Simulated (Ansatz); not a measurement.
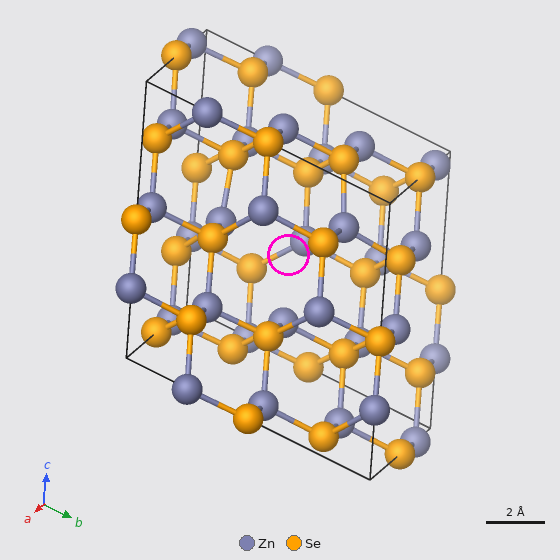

Ball-and-stick drawing of the structure, looking slightly off an axis. Lines trace the edges of the supercell. The host is ZnSe, in a cell of 32 sites, and the cell carries a charge of +1. A ring marks the defect's site.

What defect is present?

Answer. A selenium vacancy. Around the empty site lie four Zn at about 2.4 to 2.7 Å.

All computed values are from Ansatz, DFT PBEsol, scalar-relativistic, plane waves, PAW. Settings: wavefunction cutoff 420 eV, Brillouin-zone sampling on a 2×2×2 mesh, Gaussian smearing of 0.02 eV, collinear spins.

Is there a net moment in the defective cell?

Answer. Yes, 1.0 μB in the cell.

The atoms were relaxed in the host's cell with DFT PBEsol, scalar-relativistic, plane waves, PAW (Ansatz 0.2.0).
